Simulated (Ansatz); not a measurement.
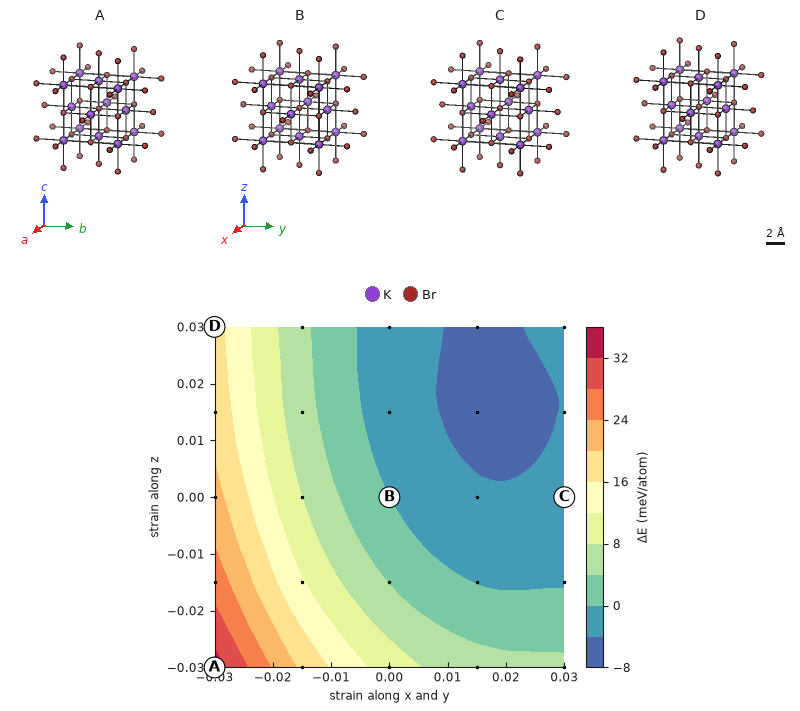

Crystalline KBr (Fm-3m): the cell is strained equally along x and y and separately along z, with the atoms kept at their fractional coordinates. x, y and z are the Cartesian axes of the input. The map is interpolated between the computed points (dots). The lettered frames are marked on it. A ball-and-stick model of the conventional cell (4 times the calculation's cell), seen slightly off an axis. Lengths and directions refer to the drawn axes.

Computed with Ansatz 0.2.0, DFT PBE, scalar-relativistic, plane waves, PAW. (plane-wave cutoff 420 eV; k-point mesh 6 × 6 × 6; occupations gaussian; smearing width 0.05 eV; no spin polarisation). Energies (free energies at the smearing named) are counted from the cell as listed in its source, which wasn't relaxed.

What does the map show?

In pairs of (strain along x and y; strain along z): the lowest computed point lies at (0.015, 0.015) (−4.8 meV/atom), the highest at (−0.030, −0.030) (33.7 meV/atom). The valley is tilted: raising the in-plane strain is made harder by raising the strain along z (cross term 0.19 of the geometric mean of the two curvatures). Over the ranges scanned the energy rises more along the first axis, the in-plane strain. The pressure runs from −0.4 GPa at (0.030, 0.030) to 2.8 GPa at (−0.030, −0.030). The frames lie at A (−0.030, −0.030): 33.7 meV/atom, B (0.000, 0.000): 0.0 meV/atom, C (0.030, 0.000): −3.1 meV/atom, D (−0.030, 0.030): 17.3 meV/atom.
